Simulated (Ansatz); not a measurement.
**TiSi$_{2}$: density, localisation and related maps**

The calculation's input:

```
crystal:
  lattice:
    - [0.0, 4.1351811254, 4.2795976059]
    - [2.4038689114, 0.0, 4.2795976059]
    - [2.4038689114, 4.1351811254, 0.0]
  atoms:
    - { symbol: Ti, position: [0.75, 0.75, 0.75] }
    - { symbol: Ti, position: [0.5, 0.5, 0.5] }
    - { symbol: Si, position: [0.0868244589, 0.4131755411, 0.0868244589] }
    - { symbol: Si, position: [0.4131755411, 0.0868244589, 0.4131755411] }
    - { symbol: Si, position: [0.1631755411, 0.8368244589, 0.1631755411] }
    - { symbol: Si, position: [0.8368244589, 0.1631755411, 0.8368244589] }
basis:
  ecutwfc: 420
kpoints:
  mp_grid: { grid: [14, 14, 14] }
hamiltonian:
  xc: pbe
scf:
  occupations: { method: gaussian, width: 0.15 }
output:
  forces: true
  stress: true
  eigenvalues: true
  write_density: true
  write_potential: true
  elf: true
  volumetric_format: npy
```

Run with:

```sh
ansatz run input.yaml --threads 1 --pin off --max-ram 2560MiB --backend cpu --events-out ev --progress --plain --runs-dir out
```

Below, planes, directions and counts refer to the conventional cell (a = 4.81 Å, b = 8.27 Å, c = 8.56 Å, α = 90.00°, β = 90.00°, γ = 90.00°).

Space group Fddd; computed without spin polarisation.

These are results of DFT PBE, scalar-relativistic, plane waves, PAW in Ansatz, not measurements.

In a PAW calculation such maps are meaningful between the atoms, not at the nuclei.

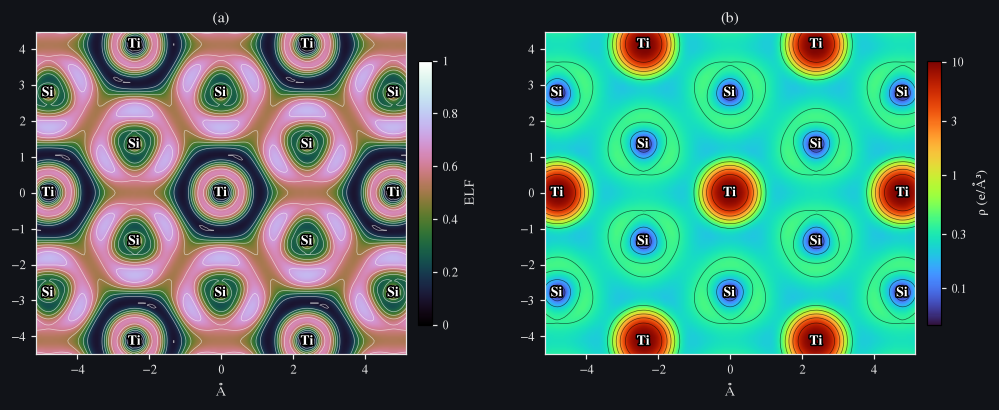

Figure 1. (a) ELF; (b) valence charge density (pseudo) on the (001) plane of the conventional cell.

**Describe what can be read from this map.**

- The section cuts through Ti and Si sites.
- Ti–Si (2.76 Å): the density is about 0.26 e/Å³ at the midpoint; the ELF peaks at about 0.75 in the valence shell of Si, 1.0 Å from its nucleus, and is about 0.40 at the midpoint.
- Between the atoms the lowest density in this plane is 0.2 e/Å³.
- The features right at Ti lie inside the PAW spheres, where the map follows smoothed inner orbitals and isn't to be read closely.

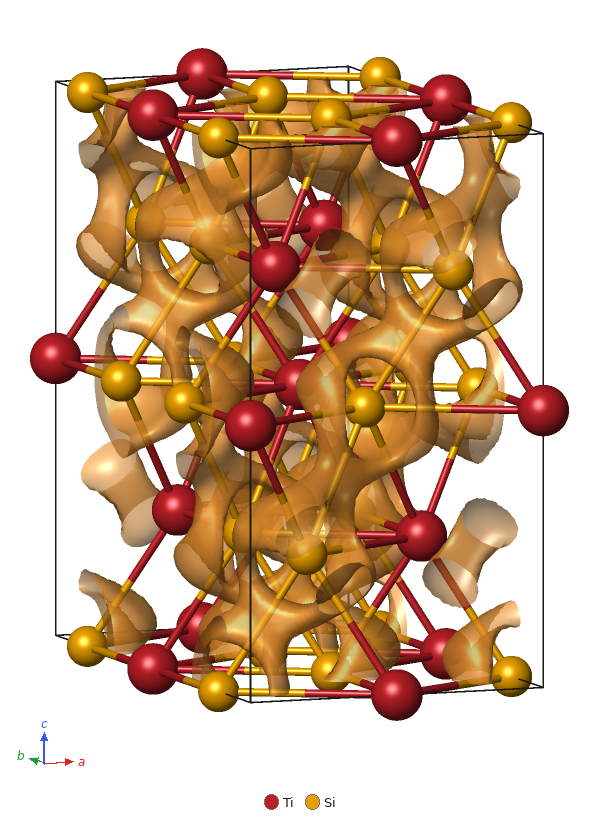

Figure 2. Isosurface of the electron localisation function at 0.7 (orange), seen slightly off an axis. Only the valence region is drawn (cores and ρ < 0.01 e/Å³ removed). Sticks mark near contacts.

**Where are the electrons localised?**

The surface consists of channels that run through the cell in one direction, counted in one cell of 24 atoms. Regions shared between cells count once.


Si–Si (2.53 Å): the ELF peaks at about 0.75 between the atoms. Ti–Si (2.56 Å): the ELF peaks at about 0.75 in the valence shell of Si, 0.9 Å from its nucleus, and is about 0.40 at the midpoint.

**Does the calculation make it a metal, or give it a gap?**

It is metallic or semimetallic at this level of theory: no gap opens.
